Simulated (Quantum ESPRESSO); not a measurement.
Run report: CoO, relaxation of cell and atoms (part 2 of 2)

The same run, continued: CoO (I4/mmm, 2 atoms in the cell); Kohn-Sham DFT of a periodic cell, PBEsol, GBRV 1.5 PBEsol, spin-polarised (Quantum ESPRESSO 7.5); cutoff 870.76 eV, 8×8×8 k-mesh, fermi-dirac of 0.05 eV, collinear spins. The structure derives from an entry of the Crystallography Open Database.

### Output, continued
```
     total energy              =    -330.43065350 Ry
     estimated scf accuracy    <       0.00069900 Ry

     total magnetization       =     2.97 Bohr mag/cell
     absolute magnetization    =     2.99 Bohr mag/cell

     iteration # 10     ecut=    64.00 Ry     beta= 0.30
     Davidson diagonalization with overlap
     ethr =  1.84E-06,  avg # of iterations =  2.0

     total energy              =    -330.43092425 Ry
     estimated scf accuracy    <       0.00014750 Ry

     total magnetization       =     2.99 Bohr mag/cell
     absolute magnetization    =     3.02 Bohr mag/cell

[... 77 further cycles ...]
     iteration #  8     ecut=    64.00 Ry     beta= 0.30
     Davidson diagonalization with overlap
     ethr =  7.01E-06,  avg # of iterations =  1.0

     total energy              =    -330.42240639 Ry
     estimated scf accuracy    <       0.00009114 Ry

     total magnetization       =     1.99 Bohr mag/cell
     absolute magnetization    =     2.00 Bohr mag/cell

     iteration #  9     ecut=    64.00 Ry     beta= 0.30
     Davidson diagonalization with overlap
     ethr =  3.96E-07,  avg # of iterations =  1.1

     total energy              =    -330.42241042 Ry
     estimated scf accuracy    <       0.00003317 Ry

     total magnetization       =     1.99 Bohr mag/cell
     absolute magnetization    =     2.01 Bohr mag/cell

     iteration # 10     ecut=    64.00 Ry     beta= 0.30
     Davidson diagonalization with overlap
     ethr =  1.44E-07,  avg # of iterations =  1.1

     total energy              =    -330.42241505 Ry
     estimated scf accuracy    <       0.00000500 Ry

     total magnetization       =     2.00 Bohr mag/cell
     absolute magnetization    =     2.02 Bohr mag/cell

     iteration # 11     ecut=    64.00 Ry     beta= 0.30
     Davidson diagonalization with overlap
     ethr =  2.17E-08,  avg # of iterations =  1.0

     total energy              =    -330.42241367 Ry
     estimated scf accuracy    <       0.00000202 Ry

     total magnetization       =     2.00 Bohr mag/cell
     absolute magnetization    =     2.02 Bohr mag/cell

     iteration # 12     ecut=    64.00 Ry     beta= 0.30
     Davidson diagonalization with overlap
     ethr =  8.77E-09,  avg # of iterations =  2.1

     total energy              =    -330.42241597 Ry
     estimated scf accuracy    <       0.00000351 Ry

     total magnetization       =     2.01 Bohr mag/cell
     absolute magnetization    =     2.02 Bohr mag/cell

     iteration # 13     ecut=    64.00 Ry     beta= 0.30
     Davidson diagonalization with overlap
     ethr =  8.77E-09,  avg # of iterations =  1.5

     total energy              =    -330.42241660 Ry
     estimated scf accuracy    <       0.00000002 Ry

     total magnetization       =     2.01 Bohr mag/cell
     absolute magnetization    =     2.02 Bohr mag/cell

     iteration # 14     ecut=    64.00 Ry     beta= 0.30
     Davidson diagonalization with overlap
     ethr =  7.31E-11,  avg # of iterations =  1.9

     total energy              =    -330.42241660 Ry
     estimated scf accuracy    <       0.00000005 Ry

     total magnetization       =     2.01 Bohr mag/cell
     absolute magnetization    =     2.02 Bohr mag/cell

     iteration # 15     ecut=    64.00 Ry     beta= 0.30
     Davidson diagonalization with overlap
     ethr =  7.31E-11,  avg # of iterations =  1.9

     total energy              =    -330.42241661 Ry
     estimated scf accuracy    <          6.8E-11 Ry

     total magnetization       =     2.01 Bohr mag/cell
     absolute magnetization    =     2.02 Bohr mag/cell

     iteration # 16     ecut=    64.00 Ry     beta= 0.30
     Davidson diagonalization with overlap
     ethr =  2.96E-13,  avg # of iterations =  2.0

     total energy              =    -330.42241661 Ry
     estimated scf accuracy    <          9.4E-11 Ry

     total magnetization       =     2.01 Bohr mag/cell
     absolute magnetization    =     2.02 Bohr mag/cell

     iteration # 17     ecut=    64.00 Ry     beta= 0.30
     Davidson diagonalization with overlap
     ethr =  2.96E-13,  avg # of iterations =  1.9

     Magnetic moment per site  (integrated on atomic sphere of radius R)
     atom   1 (R=0.276)  charge= 14.4408  magn=  1.7532
     atom   2 (R=0.276)  charge=  5.5542  magn=  0.1581

     End of self-consistent calculation

     Number of k-points >= 100: set verbosity='high' to print the bands.

     the Fermi energy is    17.4513 ev

!    total energy              =    -330.42241661 Ry
     estimated scf accuracy    <          1.9E-12 Ry
     smearing contrib. (-TS)   =      -0.00219879 Ry
     internal energy E=F+TS    =    -330.42021782 Ry

     The total energy is F=E-TS. E is the sum of the following terms:
     one-electron contribution =    -162.59297866 Ry
     hartree contribution      =      97.39887627 Ry
     xc contribution           =     -39.72212849 Ry
     ewald contribution        =    -225.50398694 Ry

     total magnetization       =     2.01 Bohr mag/cell
     absolute magnetization    =     2.02 Bohr mag/cell

     convergence has been achieved in  17 iterations

     Forces acting on atoms (cartesian axes, Ry/au):

     atom    1 type  1   force =     0.00000000    0.00000000    0.00000000
     atom    2 type  2   force =    -0.00000000   -0.00000000   -0.00000000

     Total force =     0.000000     Total SCF correction =     0.000000

     Computing stress (Cartesian axis) and pressure

          total   stress  (Ry/bohr**3)                   (kbar)     P=      202.27
   0.00137475   0.00000000   0.00000000          202.23        0.00        0.00
  -0.00000000   0.00137475   0.00000000           -0.00      202.23        0.00
   0.00000000   0.00000000   0.00137557            0.00        0.00      202.35

=------------------------------------------------------------------------------=
   JOB DONE.
=------------------------------------------------------------------------------=
```

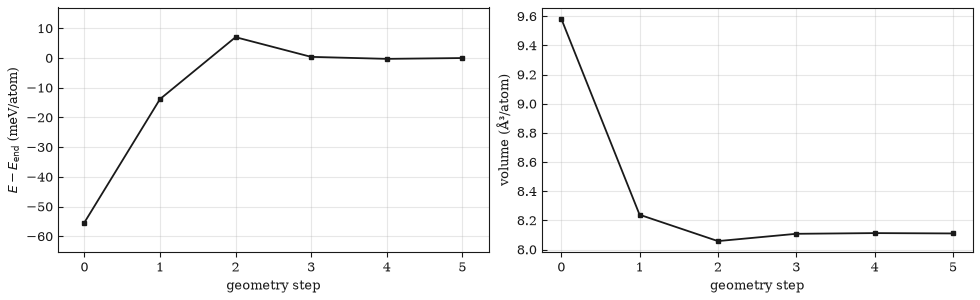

*Progress of the relaxation, step by step (steps are counted from 0).*

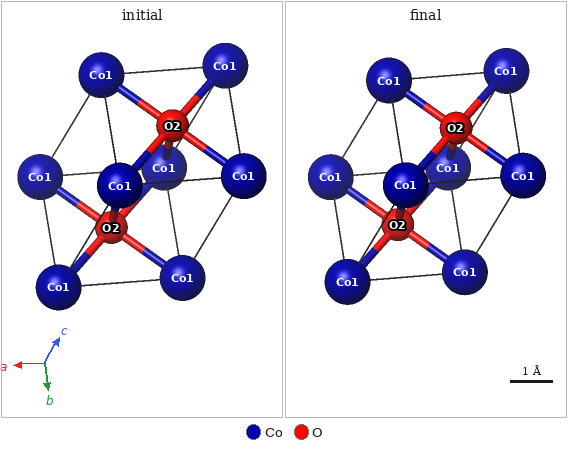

*Before (left) and after (right) the relaxation, at one scale (ball-and-stick view of the cell of the calculation, seen at an oblique angle).*

The atoms keep their places relative to the cell (all moves are under 0.005 Å). Cell: a = b = c 2.998 → 2.841 Å (−5.2 %), α 119.6° → 120.0°, β 119.6° → 120.0°, γ 90.7° → 90.0°. Volume −15.4 %. Among the contacts that change: Co1–O2 2.133 → 2.009 Å. The space group (tolerance 0.01 Å) goes from I4/mmm (No. 139) to Fm-3m (No. 225). Over 5 geometry steps the energy rises by 55.4 meV per atom. All forces vanish by symmetry, so only the cell relaxes. (Atoms are counted from 1 in the order of the input.)

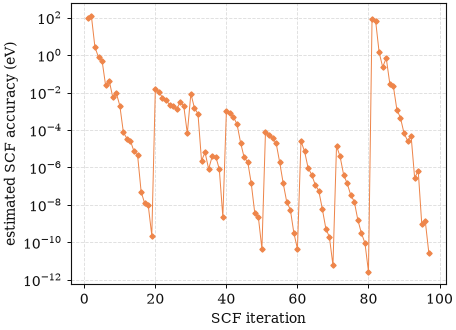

*Convergence of the self-consistent field: estimated SCF accuracy against the iteration.*

The field takes 97 iterations in all.

This output came from the following input.

### Input
```
&CONTROL
  calculation = 'vc-relax'
  prefix = 'pwscf'
  outdir = './tmp'
  pseudo_dir = './pseudo'
  tprnfor = .true.
  tstress = .true.
  disk_io = 'low'
  nstep = 40
  forc_conv_thr = 0.0004
  etot_conv_thr = 1d-05
/
&SYSTEM
  ibrav = 0
  A = 2.99810276
  nat = 2
  ntyp = 2
  ecutwfc = 64
  ecutrho = 515
  nbnd = 21
  occupations = 'smearing'
  smearing = 'fd'
  degauss = 0.00367493
  nspin = 2
  starting_magnetization(1) = 0.1176
  starting_magnetization(2) = 0
/
&ELECTRONS
  conv_thr = 4d-10
  electron_maxstep = 120
  mixing_beta = 0.3
/
&IONS
  ion_dynamics = 'bfgs'
/
&CELL
  cell_dynamics = 'bfgs'
  press = 200
  press_conv_thr = 0.3
/
ATOMIC_SPECIES
Co    58.9332 co_pbesol_v1.2.uspp.F.UPF
O     15.9990 o_pbesol_v1.2.uspp.F.UPF
CELL_PARAMETERS alat
  -0.5029847609    0.5029847609    0.7028603442
   0.5029847609   -0.5029847609    0.7028603442
   0.5029847609    0.5029847609   -0.7028603442
ATOMIC_POSITIONS alat
Co     0.0000000000    0.0000000000    0.0000000000
O      0.0000000000    0.0000000000    0.7028603442
K_POINTS automatic
8 8 8 0 0 0
```

Launch command:
```bash
OMP_NUM_THREADS=1 mpirun -n 2 pw.x -nk 2 -in pw.in > pw.out
```

### Results in brief

- outcome: converged
- space group (tolerance 0.01 Å): I4/mmm (139) → Fm-3m (225)
- electrons treated: 23
- free energy: −4495.6260 eV
- Fermi energy: 17.451 eV
- gap on the k-point mesh: none (metallic)
- net moment of the cell: 2.01 μB
- integrated absolute moment: 2.02 μB
- pressure: 20.23 GPa
- final volume: 16.22 Å³
- largest force (length of the vector) at the end: under 0.001 eV/Å
- final cell: a = 2.841 Å, b = 2.841 Å, c = 2.841 Å, α = 120.00°, β = 120.00°, γ = 90.00°
- hardware: 2 threads of AMD EPYC (Zen 5), 32 GiB of memory available, shared host
- wall time: 1.7 min (CPU time 3.4 min)
- peak memory: 0.3 GiB

### Remarks

Points of doubt noted for this run: coarse mesh. The cell is under a pressure of 20 GPa at this level, so it is not at its equilibrium volume.
